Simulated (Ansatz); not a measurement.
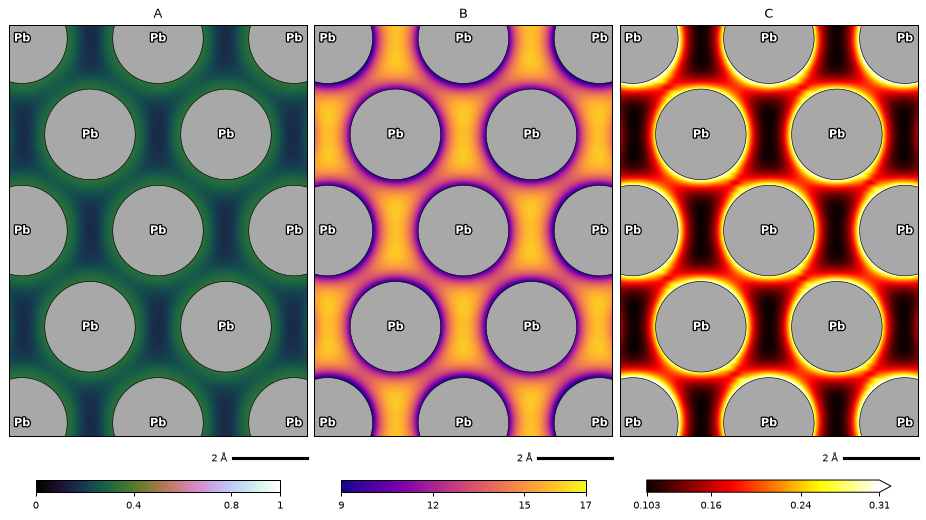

Pb: 3 fields on the (101̄) plane of the conventional cell, with unlabelled colour scales. Grey discs cover the atomic cores.

Space group Im-3m; a structure from a database of computed crystals, not necessarily the ambient phase; computed pressure about 17 GPa in this cell.

The calculation used Kohn-Sham DFT of a periodic cell, PBE, PseudoDojo LDA in Ansatz 0.2.0.

Match the panels to the quantities (electron localisation function, electrostatic potential energy of an electron and valence pseudo-density).

Answer. Panel A: electron localisation function. Panel B: electrostatic potential energy of an electron (low next to the atoms, rising into the space between them). Panel C: valence pseudo-density. From the grid: Pb–Pb (3.18 Å): the density is about 0.2 e/Å³ at the midpoint; the ELF is about 0.25 at the midpoint; no shared electron pair shows on this line.
